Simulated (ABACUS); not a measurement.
## Fe: geometry relaxation (part 3 of 4)

Fe (Im-3m, 1 atom in the cell); Kohn-Sham DFT of a periodic cell, SCAN, SG15 ONCV 1.2 PBE, spin-polarised (ABACUS 3.10.1); cutoff 1360.57 eV, 10×10×10 k-mesh, fermi-dirac of 0.05 eV, collinear spins. The structure derives from an entry of the Crystallography Open Database.

Geometry of the input (Å; fractional positions):
```
-1.4430  1.4430  1.4430
1.4430  -1.4430  1.4430
1.4430  1.4430  -1.4430
Fe 0.0000  0.0000  0.0000
```

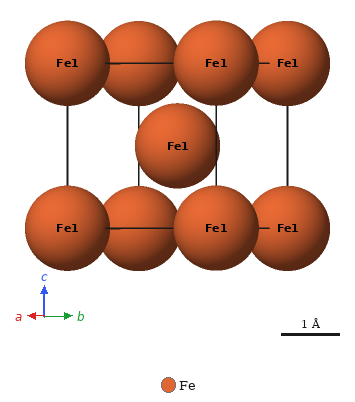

The input geometry (spheres-only view of the cell 2 times as large as that of the calculation, set on its symmetry axes, seen at an oblique angle; atoms are numbered from 1 in the order of the input).

### Output, continued
```
 Lattice vectors: (Cartesian coordinate: in unit of a_0)
            -1.443393           +1.443393           +1.443393
            +1.443393           -1.443393           +1.443393
            +1.443393           +1.443393           -1.443393
 Reciprocal vectors: (Cartesian coordinate: in unit of 2 pi/a_0)
            +0.000000           +0.346406           +0.346406
            +0.346406           +0.000000           +0.346406
            +0.346406           +0.346406           +0.000000

 -------------------------------------------
 STEP OF RELAXATION : 3
 -------------------------------------------

[... set-up of the moved cell ...]

 LCAO ALGORITHM --------------- ION=   3  ELEC=   1--------------------------------
          total magnetism (Bohr mag/cell) = 2.810717
       absolute magnetism (Bohr mag/cell) = 3.111891
                        nelec for spin up = 9.405359
                      nelec for spin down = 6.594641

 Density error is 0.000406715494
----------------------------------------------------------
     Energy           Rydberg                 eV
----------------------------------------------------------
 E_KohnSham     -236.6546218451      -3219.8513151288
 E_Harris       -236.6624259009      -3219.9574947550
 E_Fermi        1.3321867029         18.1253299589
----------------------------------------------------------

[... 9 further cycles ...]
 LCAO ALGORITHM --------------- ION=   3  ELEC=  11--------------------------------
          total magnetism (Bohr mag/cell) = 2.810603
       absolute magnetism (Bohr mag/cell) = 3.110785
                        nelec for spin up = 9.405301
                      nelec for spin down = 6.594699

 Density error is 0.000000028207
----------------------------------------------------------
     Energy           Rydberg                 eV
----------------------------------------------------------
 E_KohnSham     -236.6546314665      -3219.8514460341
 E_KS(sigma->0) -236.6544889367      -3219.8495068176
 E_Harris       -236.6546300918      -3219.8514273311
 E_band         -18.1673324108       -247.1792382470
 E_one_elec     -97.9592405514       -1332.8038432511
 E_Hartree      57.2151112571        778.4515248003
 E_xc           -25.1304866855       -341.9178124358
 E_Ewald        -170.7797304272      -2323.5774367145
 E_entropy(-TS) -0.0002850595        -0.0038784331
 E_descf        0.0000000000         0.0000000000
 E_exx          0.0000000000         0.0000000000
 E_Fermi        1.3318851919         18.1212276923
----------------------------------------------------------

 charge density convergence is achieved
 final etot is -3219.85144603412 eV
 EFERMI = 18.12122769232 eV

 STATE ENERGY(eV) AND OCCUPATIONS    NSPIN == 2
SPIN UP :
[... levels at 94 further k points ...]

-------------------------------------------------
 Total Magnetism (uB)
-------------------------------------------------
                        Fe1         2.8106028084
-------------------------------------------------

 correction force for each atom along direction 1 is 0.000000
 correction force for each atom along direction 2 is 0.000000
 correction force for each atom along direction 3 is 0.000000
------------------------------------------------------------------------------------------
 TOTAL-FORCE (eV/Angstrom)
------------------------------------------------------------------------------------------
                       Fe1         0.0000000000         0.0000000000         0.0000000000
------------------------------------------------------------------------------------------

----------------------------------------------------------------
 TOTAL-STRESS (KBAR)
----------------------------------------------------------------
         0.7442232629         0.0000000000         0.0000000000
         0.0000000000         0.7442232629        -0.0000000000
         0.0000000000        -0.0000000000         0.7442232629
----------------------------------------------------------------
 TOTAL-PRESSURE: 0.744223 KBAR

 Largest gradient in force is 0.000000 eV/A.
 Threshold is 0.005000 eV/A.

 Largest gradient in stress is 0.744223 kbar.
 Threshold is 0.200000 kbar.

 Relaxation is not converged yet!
CARTESIAN COORDINATES ( UNIT =       1.889726124600 Bohr ).
    atom                   x                   y                   z     mag                  vx                  vy                  vz
tauc_Fe1            0.0000000000        0.0000000000        0.0000000000  3.0000        0.0000000000        0.0000000000        0.0000000000

                          Volume (Bohr^3) = 81.190625
                             Volume (A^3) = 12.031195

 Lattice vectors: (Cartesian coordinate: in unit of a_0)
            -1.443499           +1.443499           +1.443499
            +1.443499           -1.443499           +1.443499
            +1.443499           +1.443499           -1.443499
 Reciprocal vectors: (Cartesian coordinate: in unit of 2 pi/a_0)
            +0.000000           +0.346381           +0.346381
            +0.346381           +0.000000           +0.346381
            +0.346381           +0.346381           +0.000000

 -------------------------------------------
 STEP OF RELAXATION : 4
 -------------------------------------------

[... set-up of the moved cell ...]

 LCAO ALGORITHM --------------- ION=   4  ELEC=   1--------------------------------
          total magnetism (Bohr mag/cell) = 2.810609
       absolute magnetism (Bohr mag/cell) = 3.110322
                        nelec for spin up = 9.405304
                      nelec for spin down = 6.594696

 Density error is 0.000162064888
----------------------------------------------------------
     Energy           Rydberg                 eV
----------------------------------------------------------
 E_KohnSham     -236.6546311947      -3219.8514423369
 E_Harris       -236.6514223638      -3219.8077839517
 E_Fermi        1.3314539452         18.1153602789
----------------------------------------------------------

[... 8 further cycles ...]
 LCAO ALGORITHM --------------- ION=   4  ELEC=  10--------------------------------
          total magnetism (Bohr mag/cell) = 2.810610
       absolute magnetism (Bohr mag/cell) = 3.110986
                        nelec for spin up = 9.405305
                      nelec for spin down = 6.594695

 Density error is 0.000000037830
----------------------------------------------------------
     Energy           Rydberg                 eV
----------------------------------------------------------
 E_KohnSham     -236.6546314453      -3219.8514457457
 E_KS(sigma->0) -236.6544888707      -3219.8495059190
 E_Harris       -236.6546318104      -3219.8514507131
 E_band         -18.1727142211       -247.2524615323
 E_one_elec     -97.9788891246       -1333.0711758044
 E_Hartree      57.2221311329        778.5470351108
 E_xc           -25.1303369931       -341.9157757660
 E_Ewald        -170.7672513114      -2323.4076496326
 E_entropy(-TS) -0.0002851492        -0.0038796535
 E_descf        0.0000000000         0.0000000000
 E_exx          0.0000000000         0.0000000000
 E_Fermi        1.3315635805         18.1168519435
----------------------------------------------------------

 charge density convergence is achieved
 final etot is -3219.85144574571 eV
 EFERMI = 18.11685194354 eV

 STATE ENERGY(eV) AND OCCUPATIONS    NSPIN == 2
SPIN UP :
[... levels at 94 further k points ...]

-------------------------------------------------
 Total Magnetism (uB)
-------------------------------------------------
                        Fe1         2.8106099344
-------------------------------------------------

 correction force for each atom along direction 1 is -0.000000
 correction force for each atom along direction 2 is -0.000000
 correction force for each atom along direction 3 is -0.000000
------------------------------------------------------------------------------------------
 TOTAL-FORCE (eV/Angstrom)
------------------------------------------------------------------------------------------
                       Fe1         0.0000000000         0.0000000000         0.0000000000
------------------------------------------------------------------------------------------

----------------------------------------------------------------
 TOTAL-STRESS (KBAR)
----------------------------------------------------------------
         0.2883720311         0.0000000000        -0.0000000000
        -0.0000000000         0.2883720311         0.0000000000
        -0.0000000000         0.0000000000         0.2883720311
----------------------------------------------------------------
 TOTAL-PRESSURE: 0.288372 KBAR

 Largest gradient in force is 0.000000 eV/A.
 Threshold is 0.005000 eV/A.

 Largest gradient in stress is 0.288372 kbar.
 Threshold is 0.200000 kbar.

 Relaxation is not converged yet!
CARTESIAN COORDINATES ( UNIT =       1.889726124600 Bohr ).
    atom                   x                   y                   z     mag                  vx                  vy                  vz
tauc_Fe1            0.0000000000        0.0000000000        0.0000000000  3.0000        0.0000000000        0.0000000000        0.0000000000

                          Volume (Bohr^3) = 81.201888
                             Volume (A^3) = 12.032864

 Lattice vectors: (Cartesian coordinate: in unit of a_0)
            -1.443566           +1.443566           +1.443566
            +1.443566           -1.443566           +1.443566
            +1.443566           +1.443566           -1.443566
 Reciprocal vectors: (Cartesian coordinate: in unit of 2 pi/a_0)
            +0.000000           +0.346365           +0.346365
            +0.346365           +0.000000           +0.346365
            +0.346365           +0.346365           +0.000000

 -------------------------------------------
 STEP OF RELAXATION : 5
 -------------------------------------------

[... set-up of the moved cell ...]

 LCAO ALGORITHM --------------- ION=   5  ELEC=   1--------------------------------
          total magnetism (Bohr mag/cell) = 2.810604
       absolute magnetism (Bohr mag/cell) = 3.111173
                        nelec for spin up = 9.405302
                      nelec for spin down = 6.594698

 Density error is 0.000006490687
----------------------------------------------------------
     Energy           Rydberg                 eV
----------------------------------------------------------
 E_KohnSham     -236.6546313725      -3219.8514447562
 E_Harris       -236.6546780188      -3219.8520794115
 E_Fermi        1.3313591127         18.1140700174
----------------------------------------------------------

[... 7 further cycles ...]
 LCAO ALGORITHM --------------- ION=   5  ELEC=   9--------------------------------
          total magnetism (Bohr mag/cell) = 2.810615
       absolute magnetism (Bohr mag/cell) = 3.111113
                        nelec for spin up = 9.405307
                      nelec for spin down = 6.594693

 Density error is 0.000000007579
----------------------------------------------------------
     Energy           Rydberg                 eV
----------------------------------------------------------
 E_KohnSham     -236.6546314052      -3219.8514452002
 E_KS(sigma->0) -236.6544888022      -3219.8495049871
 E_Harris       -236.6546317648      -3219.8514500924
 E_band         -18.1761199983       -247.2987995080
 E_one_elec     -97.9913219851       -1333.2403335498
 E_Hartree      57.2265731576        778.6074719572
 E_xc           -25.1302422478       -341.9144866903
 E_Ewald        -170.7593551239      -2323.3002164910
 E_entropy(-TS) -0.0002852060        -0.0038804263
 E_descf        0.0000000000         0.0000000000
 E_exx          0.0000000000         0.0000000000
 E_Fermi        1.3313600948         18.1140833787
----------------------------------------------------------

 charge density convergence is achieved
 final etot is -3219.85144520024 eV
 EFERMI = 18.11408337866 eV

 STATE ENERGY(eV) AND OCCUPATIONS    NSPIN == 2
SPIN UP :
 1/47 kpoint (Cartesian) = 0.00000 0.00000 0.00000 (353 pws)
       1     -73.996106       0.001000
       2     -39.389672       0.001000
       3     -39.389672       0.001000
       4     -39.389672       0.001000
       5       9.292558       0.001000
       6      14.478132       0.001000
       7      14.478132       0.001000
       8      14.478132       0.001000
       9      15.649753       0.001000
      10      15.649753       0.001000
      11      43.540423       0.000000
      12      43.540423       0.000000
      13      43.540423       0.000000
      14      50.636464       0.000000

 2/47 kpoint (Cartesian) = 0.03464 -0.03464 0.00000 (348 pws)
       1     -73.989964       0.012000
       2     -39.421311       0.012000
       3     -39.400397       0.012000
       4     -39.389595       0.012000
       5       9.699166       0.012000
       6      14.381278       0.012000
       7      14.472337       0.012000
       8      14.678067       0.012000
       9      15.561037       0.012000
      10      15.655722       0.012000
      11      40.942993       0.000000
      12      43.029188       0.000000
      13      43.135768       0.000000
      14      46.829822       0.000000

 3/47 kpoint (Cartesian) = 0.06927 -0.06927 0.00000 (347 pws)
       1     -73.973831       0.012000
       2     -39.503771       0.012000
       3     -39.428417       0.012000
       4     -39.389398       0.012000
       5      10.809221       0.012000
       6      14.133520       0.012000
       7      14.437930       0.012000
       8      15.226676       0.012000
       9      15.463675       0.012000
      10      15.680375       0.012000
      11      35.844747       0.000000
      12      40.895766       0.000000
      13      42.199465       0.000000
      14      43.252720       0.000000

 4/47 kpoint (Cartesian) = 0.10391 -0.10391 0.00000 (341 pws)
       1     -73.953726       0.012000
       2     -39.605058       0.012000
       3     -39.462924       0.012000
       4     -39.389160       0.012000
       5      12.008334       0.012000
       6      13.838243       0.012000
       7      14.852722       0.012000
       8      15.547787       0.012000
       9      15.726901       0.012000
      10      15.964367       0.012000
      11      30.993828       0.000000
      12      38.405326       0.000000
      13      40.409192       0.000000
      14      41.629531       0.000000

 5/47 kpoint (Cartesian) = 0.13855 -0.13855 0.00000 (345 pws)
       1     -73.937202       0.012000
       2     -39.686743       0.012000
       3     -39.490734       0.012000
       4     -39.388972       0.012000
       5      12.310864       0.012000
       6      13.607747       0.012000
       7      15.618790       0.012000
       8      15.776991       0.012000
       9      16.622185       0.012000
      10      16.738828       0.012000
      11      26.779195       0.000000
      12      36.841186       0.000000
      13      38.494236       0.000000
      14      41.353499       0.000000

 6/47 kpoint (Cartesian) = 0.17318 0.17318 0.34636 (337 pws)
       1     -73.930885       0.006000
       2     -39.717887       0.006000
       3     -39.501332       0.006000
       4     -39.388903       0.006000
       5      12.283077       0.006000
       6      13.521635       0.006000
       7      15.687595       0.006000
       8      15.799122       0.006000
       9      16.891308       0.006000
      10      18.242823       0.000425
      11      24.550123       0.000000
      12      36.315032       0.000000
      13      37.804945       0.000000
      14      41.278492       0.000000

[... levels at 88 further k points ...]

-------------------------------------------------
 Total Magnetism (uB)
-------------------------------------------------
                        Fe1         2.8106144540
-------------------------------------------------

 correction force for each atom along direction 1 is -0.000000
 correction force for each atom along direction 2 is -0.000000
 correction force for each atom along direction 3 is -0.000000
------------------------------------------------------------------------------------------
 TOTAL-FORCE (eV/Angstrom)
------------------------------------------------------------------------------------------
                       Fe1         0.0000000000         0.0000000000         0.0000000000
------------------------------------------------------------------------------------------

----------------------------------------------------------------
 TOTAL-STRESS (KBAR)
----------------------------------------------------------------
        -0.0001834851         0.0000000000         0.0000000000
         0.0000000000        -0.0001834851        -0.0000000000
        -0.0000000000         0.0000000000        -0.0001834851
----------------------------------------------------------------
 TOTAL-PRESSURE: -0.000183 KBAR

 Largest gradient in force is 0.000000 eV/A.
 Threshold is 0.005000 eV/A.

 Largest gradient in stress is 0.000183 kbar.
 Threshold is 0.200000 kbar.

 Relaxation is converged!

 --------------------------------------------
 !FINAL_ETOT_IS -3219.8514452002423241 eV
 --------------------------------------------
```

### File mulliken.txt
```
 4
CALCULATE THE MULLIkEN ANALYSIS FOR EACH ATOM
 Total charge of spin 1:	9.405
 Total charge of spin 2:	6.595
 Total charge:	16
Decomposed Mulliken populations
0                             Zeta of Fe              Spin 1              Spin 2                 Sum                Diff
s                                      0              0.9974              0.9986              1.9960             -0.0012
s                                      1              0.2845              0.2429              0.5274              0.0416
s                                      2              0.0219              0.0358              0.0577             -0.0140
SUM OVER M+Zeta                                       1.3038              1.2773              2.5811              0.0265

pz                                     0              1.0001              0.9973              1.9974              0.0029
px                                     0              1.0003              0.9956              1.9959              0.0047
py                                     0              1.0002              0.9974              1.9976              0.0028
SUM OVER M                                            3.0006              2.9903              5.9909              0.0104
pz                                     1              0.0353              0.0360              0.0713             -0.0007
px                                     1              0.1264              0.1792              0.3055             -0.0528
py                                     1              0.0795              0.1108              0.1903             -0.0313
SUM OVER M                                            0.2411              0.3260              0.5672             -0.0849
SUM OVER M+Zeta                                       3.2418              3.3163              6.5580             -0.0745

dz^2                                   0              0.9647              0.2891              1.2538              0.6756
dxz                                    0              0.9411              0.4033              1.3443              0.5378
dyz                                    0              0.9442              0.3860              1.3303              0.5582
dx^2-y^2                               0              0.9405              0.2306              1.1711              0.7099
dxy                                    0              0.9344              0.3999              1.3343              0.5346
SUM OVER M                                            4.7249              1.7088              6.4336              3.0161
dz^2                                   1              0.0120              0.0607              0.0727             -0.0487
dxz                                    1              0.0147              0.0358              0.0505             -0.0211
dyz                                    1              0.0183              0.0307              0.0490             -0.0125
dx^2-y^2                               1              0.0271              0.0609              0.0879             -0.0338
dxy                                    1              0.0393              0.0836              0.1229             -0.0443
SUM OVER M                                            0.1113              0.2717              0.3830             -0.1604
SUM OVER M+Zeta                                       4.8361              1.9805              6.8166              2.8557
```
